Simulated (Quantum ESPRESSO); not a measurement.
**Run report: GaAs, relaxation of cell and atoms (part 2 of 2)**

The same run, continued: GaAs (2 atoms in the cell); Kohn-Sham DFT of a periodic cell, PBE, SSSP 1.3 efficiency PBE, no spin polarisation (Quantum ESPRESSO 7.5); cutoff 1088.45 eV, 8×8×8 k-mesh, fermi-dirac of 0.05 eV. The structure derives from an entry of the Crystallography Open Database.

Geometry of the input (Å; fractional positions):
```
0.0000  2.8268  2.8268
2.8268  0.0000  2.8268
2.8268  2.8268  0.0000
As 0.7500  0.7500  0.7500
Ga 0.0000  0.0000  0.0000
```

### Log, continued
```
     iteration # 23     ecut=    80.00 Ry     beta= 0.50
     Davidson diagonalization with overlap
     ethr =  1.00E-13,  avg # of iterations =  1.0

     total energy              =    -296.17417243 Ry
     estimated scf accuracy    <          5.7E-12 Ry

     iteration # 24     ecut=    80.00 Ry     beta= 0.50
     Davidson diagonalization with overlap
     ethr =  1.00E-13,  avg # of iterations =  1.0

     End of self-consistent calculation

          k = 0.0000 0.0000 0.0000 (  3695 PWs)   bands (ev):

    -7.8732  -7.8732  -7.8732  -7.7904  -7.7904  -5.9136   6.9520   6.9520
     6.9520   7.6359  10.6911  10.6911  10.6911  14.6987  17.1612

          k = 0.0890 0.0890-0.0890 (  3623 PWs)   bands (ev):

    -7.8880  -7.8694  -7.8694  -7.7905  -7.7905  -5.7257   4.9998   6.7084
     6.7084   8.6531  11.0509  11.0509  11.1959  15.6477  16.2913

          k = 0.1779 0.1779-0.1779 (  3620 PWs)   bands (ev):

    -7.9199  -7.8612  -7.8612  -7.7897  -7.7897  -5.2012   2.7749   6.2555
     6.2555   8.4754  11.5771  11.5771  13.0239  16.0522  16.0536

          k = 0.2669 0.2669-0.2669 (  3615 PWs)   bands (ev):

    -7.9479  -7.8547  -7.8547  -7.7871  -7.7871  -4.4961   0.9834   5.9081
     5.9081   8.1366  11.6516  11.6516  14.6993  16.0948  17.2784

          k =-0.3559-0.3559 0.3559 (  3600 PWs)   bands (ev):

    -7.9587  -7.8527  -7.8527  -7.7854  -7.7854  -4.0908   0.2072   5.7835
     5.7835   8.0093  11.5928  11.5928  14.7913  17.5525  19.0480

          k = 0.1779 0.0000-0.0000 (  3623 PWs)   bands (ev):

    -7.8962  -7.8657  -7.8657  -7.7936  -7.7882  -5.6633   4.9896   6.2729
     6.2729   9.4288  10.0578  11.6838  11.6838  15.0288  16.0181

          k = 0.2669 0.0890-0.0890 (  3620 PWs)   bands (ev):

    -7.9214  -7.8588  -7.8571  -7.7960  -7.7861  -5.2497   3.3059   5.7566
     5.7721   9.5512  10.4343  12.4415  12.5397  14.8895  17.2521

          k = 0.3559 0.1779-0.1779 (  3596 PWs)   bands (ev):

    -7.9470  -7.8531  -7.8499  -7.7948  -7.7842  -4.5876   1.5030   5.1484
     5.4752   9.2662  11.1473  12.5697  13.2166  16.3855  17.2884

          k =-0.2669-0.4448 0.4448 (  3617 PWs)   bands (ev):

    -7.9608  -7.8504  -7.8474  -7.7904  -7.7845  -4.0155   0.3712   4.7095
     5.4672   9.0799  11.3002  12.2847  14.7924  16.6873  18.5066

          k =-0.1779-0.3559 0.3559 (  3619 PWs)   bands (ev):

    -7.9569  -7.8507  -7.8495  -7.7884  -7.7873  -4.1597   0.6343   4.5664
     5.7411   9.1190  11.5154  12.0284  14.8231  16.7934  16.8069

          k =-0.0890-0.2669 0.2669 (  3624 PWs)   bands (ev):

    -7.9366  -7.8563  -7.8541  -7.7924  -7.7873  -4.8268   2.0658   4.7950
     6.2131   9.3441  11.7263  11.7335  13.1661  15.3157  16.8598

          k =-0.0000-0.1779 0.1779 (  3641 PWs)   bands (ev):

    -7.9086  -7.8651  -7.8614  -7.7927  -7.7886  -5.4249   3.8088   5.5476
     6.6660   9.3524  11.0639  11.1819  12.4169  15.2573  16.2921

          k = 0.3559 0.0000-0.0000 (  3615 PWs)   bands (ev):

    -7.9416  -7.8474  -7.8474  -7.8029  -7.7828  -4.9601   2.8521   5.2155
     5.2155   8.9173  10.2829  13.6542  13.6542  14.4880  18.2137

          k = 0.4448 0.0890-0.0890 (  3597 PWs)   bands (ev):

    -7.9611  -7.8407  -7.8386  -7.8055  -7.7806  -4.3974   1.6437   4.4741
     4.8786   9.0564  10.3155  13.4682  14.2494  16.6154  18.9608

          k =-0.1779-0.5338 0.5338 (  3607 PWs)   bands (ev):

    -7.9707  -7.8410  -7.8353  -7.8017  -7.7817  -3.7948   0.6020   3.6377
     4.8612   9.1523  11.7281  13.2553  13.9852  17.5102  19.1793

          k =-0.0890-0.4448 0.4448 (  3611 PWs)   bands (ev):

    -7.9681  -7.8443  -7.8378  -7.7950  -7.7869  -3.6968   0.4679   3.2127
     5.1649   9.3742  12.4866  13.4635  14.4194  15.6410  16.8009

          k =-0.0000-0.3559 0.3559 (  3599 PWs)   bands (ev):

    -7.9552  -7.8484  -7.8461  -7.7918  -7.7894  -4.2240   1.2499   3.5012
     5.7004   9.7323  12.6354  12.6704  12.8822  15.3956  17.4824

          k = 0.5338 0.0000-0.0000 (  3607 PWs)   bands (ev):

    -7.9782  -7.8283  -7.8283  -7.8134  -7.7774  -3.9687   0.9839   4.4704
     4.4704   8.3795   9.2375  15.8409  15.8409  16.5169  19.4781

          k =-0.0890-0.6228 0.6228 (  3610 PWs)   bands (ev):

    -7.9850  -7.8277  -7.8243  -7.8124  -7.7775  -3.4922   0.3244   3.7578
     4.3832   8.6286   9.6198  15.5951  16.0795  17.8931  19.6344

          k =-0.0000-0.5338 0.5338 (  3620 PWs)   bands (ev):

    -7.9796  -7.8353  -7.8276  -7.8050  -7.7821  -3.3624   0.2348   2.9909
     4.6377   8.8959  11.6388  15.0520  15.1341  15.7511  17.6254

          k =-0.7117-0.0000 0.0000 (  3572 PWs)   bands (ev):

    -7.9917  -7.8203  -7.8203  -7.8180  -7.7752  -3.3266   0.0429   4.2091
     4.2091   8.3726   8.5856  17.3252  17.3252  18.1393  20.5394

          k = 0.3559 0.1779-0.0000 (  3622 PWs)   bands (ev):

    -7.9435  -7.8512  -7.8482  -7.7988  -7.7841  -4.7596   2.2383   4.4900
     5.6189  10.0457  10.5403  12.3270  13.3675  15.5152  18.0478

          k =-0.2669-0.4448 0.6228 (  3611 PWs)   bands (ev):

    -7.9607  -7.8475  -7.8410  -7.7972  -7.7843  -4.1060   0.9928   3.8263
     5.1700  10.1024  11.1740  12.5289  13.9529  16.6025  17.9708

          k =-0.1779-0.3559 0.5338 (  3616 PWs)   bands (ev):

    -7.9672  -7.8468  -7.8384  -7.7944  -7.7856  -3.7375   0.3743   3.6524
     4.9621  10.0488  11.1181  13.3755  14.7608  15.5667  18.7322

          k =-0.1779-0.5338 0.7117 (  3603 PWs)   bands (ev):

    -7.9739  -7.8367  -7.8307  -7.8069  -7.7801  -3.8491   0.8418   3.8314
     4.4091   9.5948  10.1785  13.3122  15.7585  17.1294  18.9819

          k =-0.0890-0.4448 0.6228 (  3611 PWs)   bands (ev):

    -7.9766  -7.8394  -7.8281  -7.8027  -7.7833  -3.4336   0.3370   3.1947
     4.2268   9.9643  11.7208  12.9107  14.9136  16.5396  19.3625

          k =-0.0000-0.3559 0.5338 (  3622 PWs)   bands (ev):

    -7.9712  -7.8436  -7.8318  -7.7983  -7.7862  -3.5801   0.5115   3.0477
     4.5776  10.3299  12.2461  12.4478  14.7847  15.7936  17.5323

          k =-0.7117 0.1779 0.0000 (  3608 PWs)   bands (ev):

    -7.9853  -7.8298  -7.8241  -7.8096  -7.7790  -3.2952   0.1328   3.7305
     3.8233   9.4983   9.7209  15.2367  15.4293  18.1754  19.4360

          k =-0.7117 0.3559 0.0000 (  3636 PWs)   bands (ev):

    -7.9779  -7.8401  -7.8254  -7.8017  -7.7849  -3.2631   0.2351   3.3264
     3.5145  11.6735  11.6848  12.4598  13.0129  18.2375  19.3895

     the Fermi energy is     7.3227 ev

!    total energy              =    -296.17417243 Ry
     estimated scf accuracy    <          3.2E-12 Ry
     smearing contrib. (-TS)   =      -0.00000044 Ry
     internal energy E=F+TS    =    -296.17417200 Ry

     The total energy is F=E-TS. E is the sum of the following terms:
     one-electron contribution =    -118.68132399 Ry
     hartree contribution      =      74.85675858 Ry
     xc contribution           =     -47.45829582 Ry
     ewald contribution        =     -93.61777300 Ry
     one-center paw contrib.   =    -111.27353777 Ry

     convergence has been achieved in  24 iterations

     Forces acting on atoms (cartesian axes, Ry/au):

     atom    1 type  1   force =     0.00000000    0.00000000    0.00000000
     atom    2 type  2   force =     0.00000000   -0.00000000   -0.00000000

     Total force =     0.000000     Total SCF correction =     0.000000

     Computing stress (Cartesian axis) and pressure

          total   stress  (Ry/bohr**3)                   (kbar)     P=       49.98
   0.00033976  -0.00000000   0.00000000           49.98       -0.00        0.00
   0.00000000   0.00033976   0.00000000            0.00       49.98        0.00
   0.00000000   0.00000000   0.00033976            0.00        0.00       49.98

=------------------------------------------------------------------------------=
   JOB DONE.
=------------------------------------------------------------------------------=
```

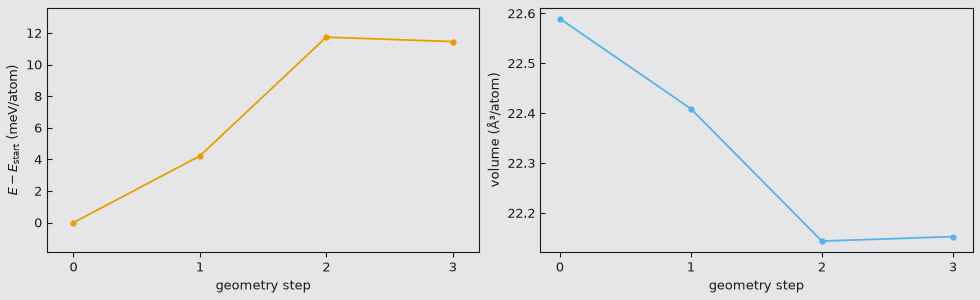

**Figure 1.** Progress of the relaxation, step by step (steps are counted from 0).

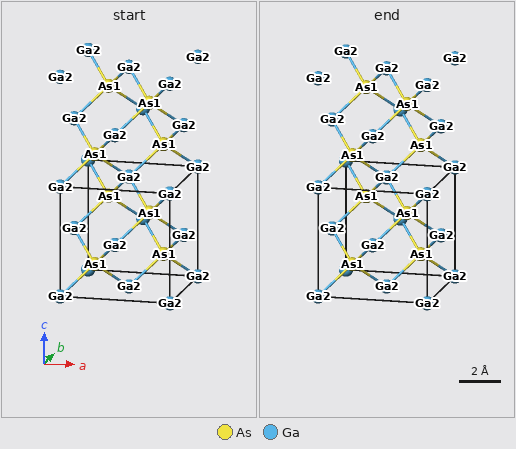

**Figure 2.** Before (left) and after (right) the relaxation, at one scale (ball-and-stick view of the cell 4 times as large as that of the calculation, set on its symmetry axes, repeated 1 × 1 × 2, seen slightly off an axis). The atoms keep their places relative to the cell (all moves are under 0.005 Å). The drawn cell changes as follows: a = b = c 5.654 → 5.617 Å (−0.6 %); the volume changes by −1.9 %. Among the contacts that change: As1–Ga2 2.448 → 2.432 Å. The space group stays F-43m (No. 216). After 3 geometry steps the energy has risen by 11.5 meV per atom. All forces vanish by symmetry, so only the cell relaxes. (Atoms are counted from 1 in the order of the input.)

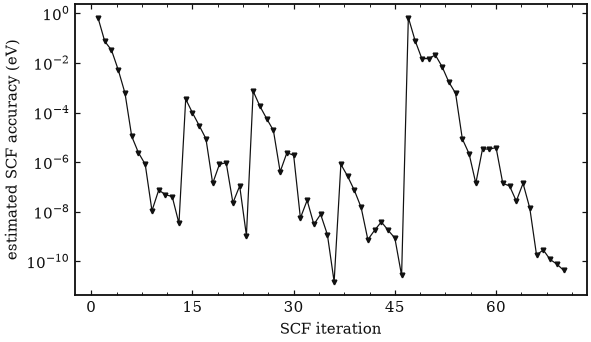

**Figure 3.** Convergence of the self-consistent field: estimated SCF accuracy against the iteration. The field takes 70 iterations in all.

### Results in brief

```json
{"quantity": "outcome", "value": "converged"}
{"quantity": "space group (tolerance 0.01 Å)", "value": "F-43m (216)"}
{"quantity": "electrons treated", "value": "18"}
{"quantity": "free energy", "value": "−4029.6549 eV"}
{"quantity": "Fermi energy", "value": "7.323 eV"}
{"quantity": "gap on the k-point mesh", "value": "0.68 eV"}
{"quantity": "pressure", "value": "5.00 GPa"}
{"quantity": "final volume", "value": "44.31 Å³"}
{"quantity": "largest force (length of the vector) at the end", "value": "under 0.001 eV/Å"}
{"quantity": "final cell", "value": "a = 3.972 Å, b = 3.972 Å, c = 3.972 Å, α = 60.00°, β = 60.00°, γ = 60.00°"}
{"quantity": "wall time", "value": "6 min"}
{"quantity": "peak memory", "value": "0.36 GiB"}
```
